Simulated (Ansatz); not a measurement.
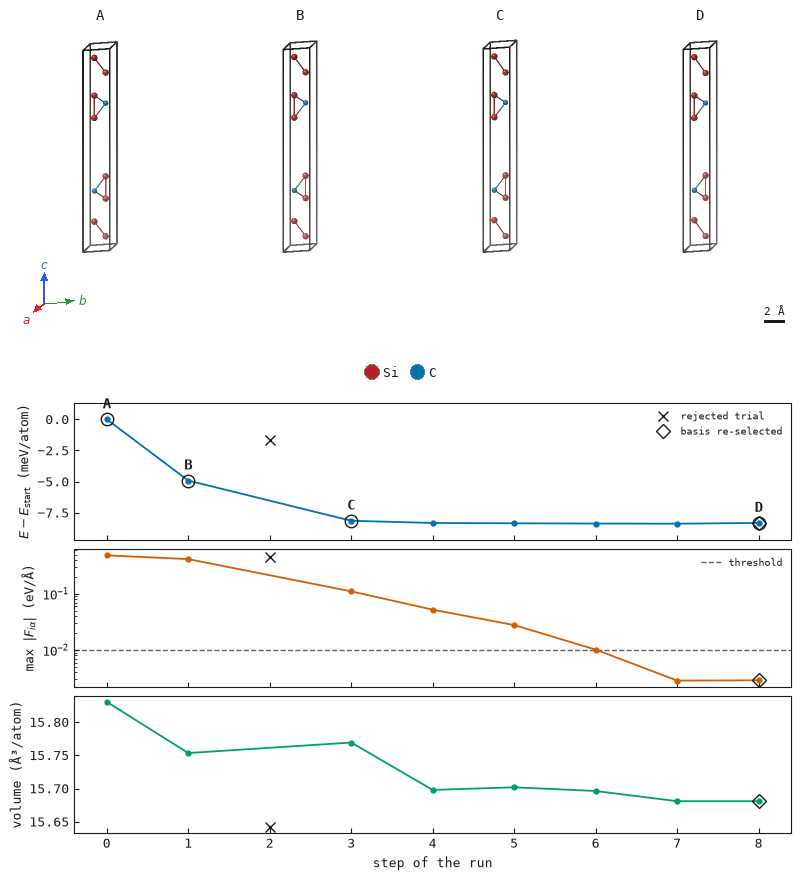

Frames of a relaxation of solid Si₄C (a generated structure, set up in P-3m1), marked on the history of the run. The picture is a ball-and-stick view of the cell of the calculation, seen slightly off an axis.

Computed with Ansatz 0.2.0, DFT PBE, scalar-relativistic, plane waves, PAW.

The input:
```yaml
crystal:
  lattice:
    - [2.8912222911, 0.0, 0.0]
    - [-1.4456111455, 2.5038719521, 0.0]
    - [0.0, 0.0, 21.8675149849]
  atoms:
    - { symbol: Si, position: [0.3333333333, 0.6666666667, 0.8623268501] }
    - { symbol: Si, position: [0.3333333333, 0.6666666667, 0.0506173237] }
    - { symbol: Si, position: [0.3333333333, 0.6666666667, 0.237414607] }
    - { symbol: Si, position: [0.3333333333, 0.6666666667, 0.3483440882] }
    - { symbol: Si, position: [0.6666666667, 0.3333333333, 0.762585393] }
    - { symbol: Si, position: [0.6666666667, 0.3333333333, 0.9493826763] }
    - { symbol: Si, position: [0.6666666667, 0.3333333333, 0.1376731499] }
    - { symbol: Si, position: [0.6666666667, 0.3333333333, 0.6516559118] }
    - { symbol: C, position: [0.3333333333, 0.6666666667, 0.7107735589] }
    - { symbol: C, position: [0.6666666667, 0.3333333333, 0.2892264411] }
basis:
  ecutwfc: 420
kpoints:
  mp_grid: { grid: [12, 12, 2] }
hamiltonian:
  xc: pbe
scf:
  occupations: { method: gaussian, width: 0.1 }
output:
  forces: true
  stress: true
  eigenvalues: true
  write_density: true
  write_potential: true
  elf: true
  volumetric_format: npy
relax:
  adjacent_minimum: "off"
  f_tol: 0.01
  max_steps: 80
  cell: { stress_tol: 0.05 }
```

Run as
```bash
ansatz run input.yaml --threads 1 --pin off --max-ram 2560MiB --backend cpu --events-out ev --progress --plain --runs-dir out
```

Q: Describe the path.

A: The energy falls by 8.3 meV per atom in 6 accepted moves (8 points after the start). Largest force component: 0.48 eV/Å at the start, 0.0029 eV/Å at the end. Pressure: 0.03 GPa at the start and −0.01 GPa at the end. The line search rejected the trial step at point 2 of the run. The SCF was repeated once at an unchanged geometry on a basis and grid sized afresh for the cell, which shifted the energy by 0.1 meV per atom at most. The largest moves relative to the cell, 0.14 Å, are those of Si1 and Si7. Si7 goes along +c. Largest moves by element: Si 0.14 Å, C 0.05 Å. The volume changes by −0.9 %, with a = b 2.891 → 2.871 Å (−0.7 %), c 21.868 → 21.970 Å (+0.5 %). Some distances before and after: Si1–Si6 2.532 → 2.619 Å, Si3–C10 2.017 → 2.001 Å. Among the angles between lasting bonds that change: Si6–Si1–Si6 69.6° → 66.5°. The space group stays P-3m1 (No. 164). From step 0 to 1: Si atoms move most (0.05 Å), volume −0.5 %, energy −4.9 meV per atom. From step 1 to 3: Si atoms move most (0.09 Å), volume +0.1 %, energy −3.2 meV per atom. From step 3 to 8: Si atoms move most (0.02 Å), volume −0.6 %, energy −0.2 meV per atom.

| step | E − E(0), meV/atom | largest force component, eV/Å | pressure, GPa | volume, Å³/atom | note |
| --- | --- | --- | --- | --- | --- |
| 0 | 0.00 | 0.4849 | 0.03 | 15.830 |  |
| 1 | -4.91 | 0.4162 | -0.09 | 15.753 |  |
| 2 | -1.64 | 0.4535 | 0.78 | 15.642 | rejected |
| 3 | -8.14 | 0.1110 | -0.19 | 15.769 |  |
| 4 | -8.32 | 0.0523 | 0.01 | 15.698 |  |
| 5 | -8.34 | 0.0279 | -0.01 | 15.702 |  |
| 6 | -8.36 | 0.0102 | -0.01 | 15.696 |  |
| 7 | -8.37 | 0.0029 | 0.00 | 15.681 |  |
| 8 | -8.31 | 0.0029 | -0.01 | 15.681 | same geometry, new basis |
